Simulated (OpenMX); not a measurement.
## A series of single points on PbS

System: PbS (P-6m2, 2 atoms in the cell).
Method: Kohn-Sham DFT of a periodic cell, PBE, OpenMX 2013 PBE set, no spin polarisation (OpenMX 3.8.5).

The 7 runs differ only in the geometry, by an even scaling of the cell at fixed fractional positions. The structure derives from a Materials Project entry.

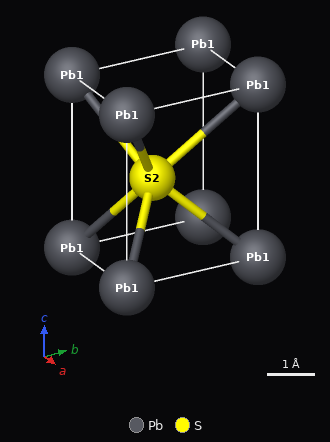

Figure 1. The structure of run 4 (ball-and-stick view of the cell of the calculation, seen slightly off an axis; atoms are numbered from 1 in the order of the input).

### Input of run 4
```
System.CurrrentDirectory             ./
System.Name                          PbS
DATA.PATH                            ./DFT_DATA13
level.of.stdout                      1
level.of.fileout                     0
Species.Number                       2
<Definition.of.Atomic.Species
  Pb  Pb8.0-s3p2d2f1         Pb_PBE13
  S   S7.0-s2p2d1f1          S_PBE13
Definition.of.Atomic.Species>

Atoms.Number                         2
Atoms.SpeciesAndCoordinates.Unit     FRAC
<Atoms.SpeciesAndCoordinates
    1  Pb    0.0000000000    0.0000000000    0.0000000000   7.000  7.000
    2  S     0.6666666667    0.3333333333    0.5000000000   3.000  3.000
Atoms.SpeciesAndCoordinates>

Atoms.UnitVectors.Unit               Ang
<Atoms.UnitVectors
     4.0896976867    0.0000000000    0.0000000000
    -2.0448488433    3.5417820905    0.0000000000
     0.0000000000    0.0000000000    3.7881670000
Atoms.UnitVectors>

scf.XcType                           GGA-PBE
scf.SpinPolarization                 off
scf.ElectronicTemperature            580.226
scf.energycutoff                     500.0
scf.maxIter                          100
scf.EigenvalueSolver                 band
scf.Kgrid                            9 9 7
scf.Mixing.Type                      rmm-diisk
scf.Init.Mixing.Weight               0.05
scf.Min.Mixing.Weight                0.001
scf.Max.Mixing.Weight                0.3
scf.Mixing.History                   25
scf.Mixing.StartPulay                8
scf.criterion                        1.0e-8
scf.stress.tensor                    on
MD.Type                              nomd
```

Command:
```bash
openmx PbS.dat -nt 1 > PbS.std
```

Lattice vectors (Å) and fractional positions of run 4:
```
   4.089698    0.000000    0.000000
  -2.044849    3.541782    0.000000
   0.000000    0.000000    3.788167
Pb  0.000000  0.000000  0.000000
S   0.666667  0.333333  0.500000
```

Run 6 has the same physical settings and fractional positions; its lattice vectors (Å) are:
```
   4.143516    0.000000    0.000000
  -2.071758    3.588390    0.000000
   0.000000    0.000000    3.838017
```

### Results, with one run withheld

```csv
run,volume per atom (Å³),"free energy per atom, from the lowest run given (meV)"
1,25.789,21.48
2,26.338,10.05
3,26.887,3.04
4,27.435,0.00
5,27.984,0.50
6,28.533,?
7,29.082,10.85
```

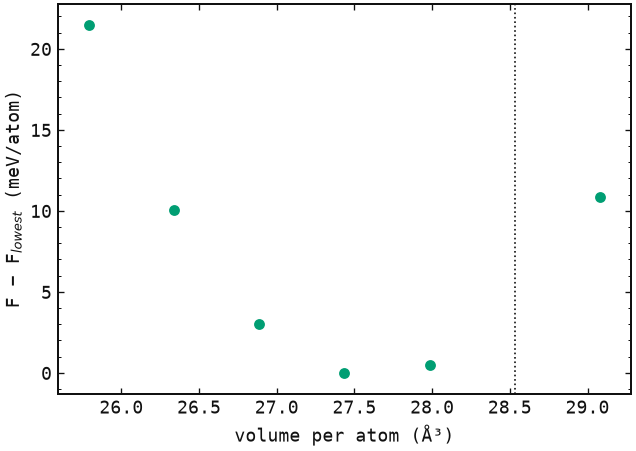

Figure 2. Free energy per atom of the runs given; the dotted line marks run 6.

Estimate the energy of run 6 from the others.

A cubic polynomial in V^(−2/3) (the Birch–Murnaghan form), fitted to the 6 runs given, misses them by at most 0.01 meV per atom. With x = V^(−2/3) − 0.11052 Å⁻², it reads F = 0.75841 + 1786.6 x + 8.2136e+05 x² + 1.0964e+06 x³ (meV per atom). At run 6 it gives 4.23 meV per atom, and the run itself gives 4.22. The fit has its minimum at 27.625 Å³ per atom, where V d²F/dV² gives 50.5 GPa. Cell shape and fractional positions are held, so this is the stiffness under even scaling; the relaxed bulk modulus wasn't computed.

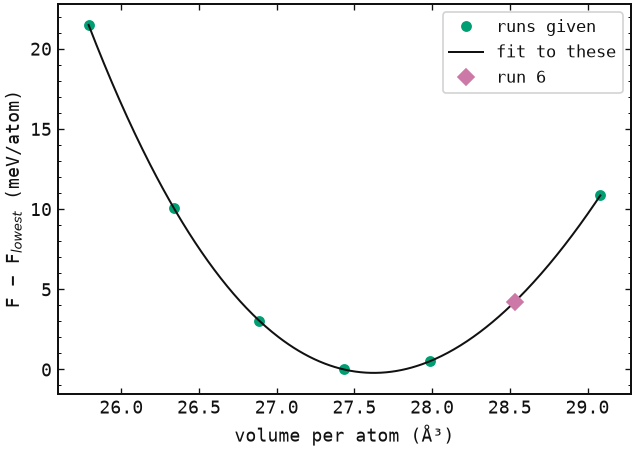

Figure 3. The fit and the withheld run.

### Some lines of the output (run 6)
```
[...]
  Cell_Volume =    385.098659150796 (Bohr^3)
        Total energy (Hartree) at MD = 1
   kloop=0
   kloop=1
   kloop=283
```

Notes: Points of doubt noted for this run: few d functions beyond semicore. Spin–orbit coupling is left out, which matters for Pb. With a small basis of atomic orbitals these values can differ much from converged plane-wave results.
